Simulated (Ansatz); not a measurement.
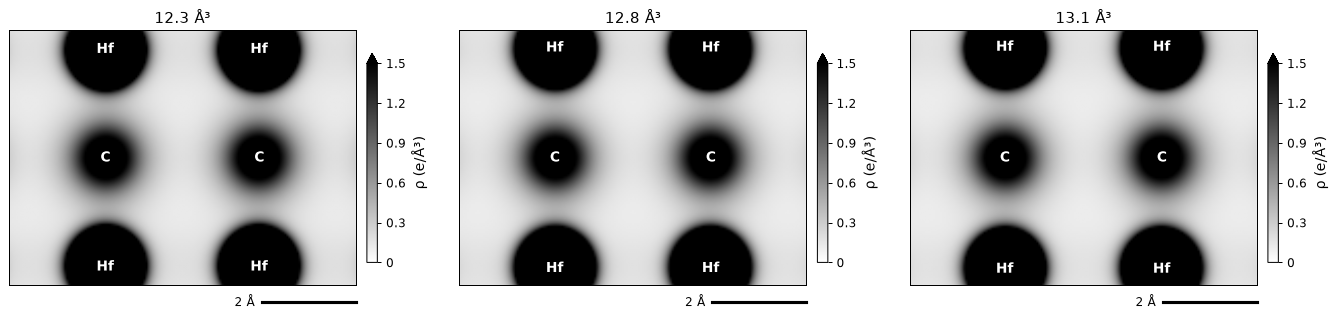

HfC. The valence charge density (pseudo) of cells scaled evenly to different volumes (given per atom above each panel), on the (11̄0) plane of each (indices in the axes of the cell below), at one length scale and on one colour scale.

The calculation used Kohn-Sham DFT of a periodic cell, PBEsol, Ansatz PAW in Ansatz 0.2.0.

The largest cell:

```
Hf C
1.0
     0.00000    2.35560    2.35560
     2.35560    0.00000    2.35560
     2.35560    2.35560    0.00000
Hf C
1 1
Direct
  0.50000 0.50000 0.50000
  0.00000 0.00000 0.00000
```

| volume (Å³/atom) | Hf–C contact in the plane (Å) | ρ at its midpoint (e/Å³) | pressure (GPa) | 
| --- | --- | --- | --- |
| 12.32 | 2.309 | 0.512 | −1.8 | 
| 12.57 | 2.325 | ? | ? | 
| 12.82 | 2.340 | 0.480 | −10.7 | 
| 13.07 | 2.356 | 0.466 | −14.6 | 

**What values belong in the row with question marks?**

Over the known rows ln ρ falls by 2.01 per Å of Hf–C distance (a least-squares line), which gives 0.496 e/Å³ at 2.325 Å; the calculation gives 0.496 e/Å³. For the pressure, a straight line in volume between the neighbouring rows gives −6.2 GPa; the calculation gives −6.5.
